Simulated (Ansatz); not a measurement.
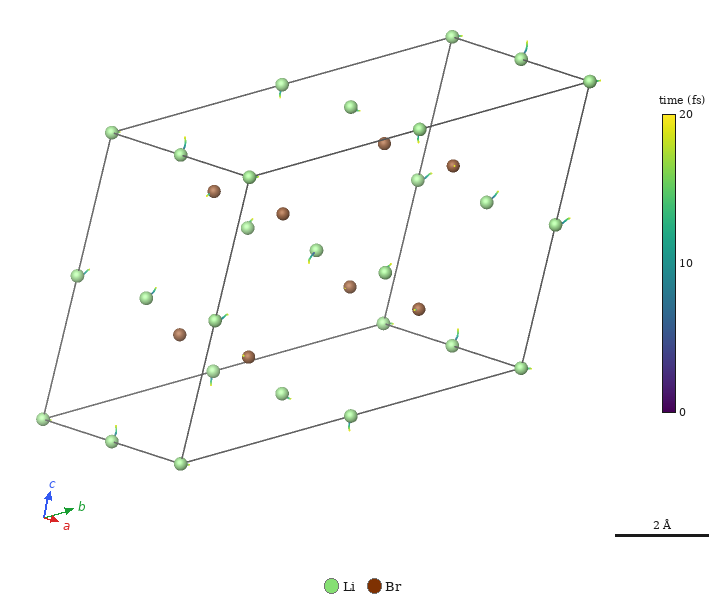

Molecular dynamics of a 16-atom cell of LiBr (built on the rocksalt type), 20 fs long. Lines trace each atom's path, coloured by time; spheres stand at the starting positions. Seen slightly off an axis in the reduced simulation cell.

Theory: DFT, PBEsol, plane waves, PAW in Ansatz. Run with plane-wave cutoff 420 eV; k-point mesh 2 × 2 × 2; Fermi-Dirac smearing 0.112 eV; Langevin thermostat and barostat (NPT); set temperature 1300 K; time step 1 fs.

Input file:
```yaml
crystal:
  lattice:
    - [0.0, 5.4791300935, 5.4791300935]
    - [5.4791300935, 0.0, 5.4791300935]
    - [5.4791300935, 5.4791300935, 0.0]
  atoms:
    - { symbol: Li, position: [0.0, 0.0, 0.0] }
    - { symbol: Br, position: [0.25, 0.25, 0.25] }
    - { symbol: Li, position: [0.0, 0.0, 0.5] }
    - { symbol: Br, position: [0.25, 0.25, 0.75] }
    - { symbol: Li, position: [0.0, 0.5, 0.0] }
    - { symbol: Br, position: [0.25, 0.75, 0.25] }
    - { symbol: Li, position: [0.0, 0.5, 0.5] }
    - { symbol: Br, position: [0.25, 0.75, 0.75] }
    - { symbol: Li, position: [0.5, 0.0, 0.0] }
    - { symbol: Br, position: [0.75, 0.25, 0.25] }
    - { symbol: Li, position: [0.5, 0.0, 0.5] }
    - { symbol: Br, position: [0.75, 0.25, 0.75] }
    - { symbol: Li, position: [0.5, 0.5, 0.0] }
    - { symbol: Br, position: [0.75, 0.75, 0.25] }
    - { symbol: Li, position: [0.5, 0.5, 0.5] }
    - { symbol: Br, position: [0.75, 0.75, 0.75] }
kpoints:
  mp_grid: { grid: [2, 2, 2] }
hamiltonian:
  xc: pbesol
scf:
  occupations: { method: fermi_dirac, width: 0.112 }
md:
  ensemble: npt_langevin
  temperature: 1300
  timestep: 1.0
  n_steps: 20
  initial_velocities: maxwell_boltzmann
  seed: 9598
```

Command:
```bash
ansatz run input.yaml --threads 4 --pin off --max-ram 3686MiB --backend cpu --events-out ev --progress --plain --runs-dir out
```

Describe the motion.

Answer. In the second half of the run the atoms are, in the root-mean-square, this far from where they began (common drift taken out): Li 0.31 Å, Br 0.12 Å. The run lasts only 20 fs, too short to tell vibration from diffusion.

Cost: 36 s on 4 threads of Arm Neoverse V2, with other jobs on the host, peak memory 0.89 GiB.
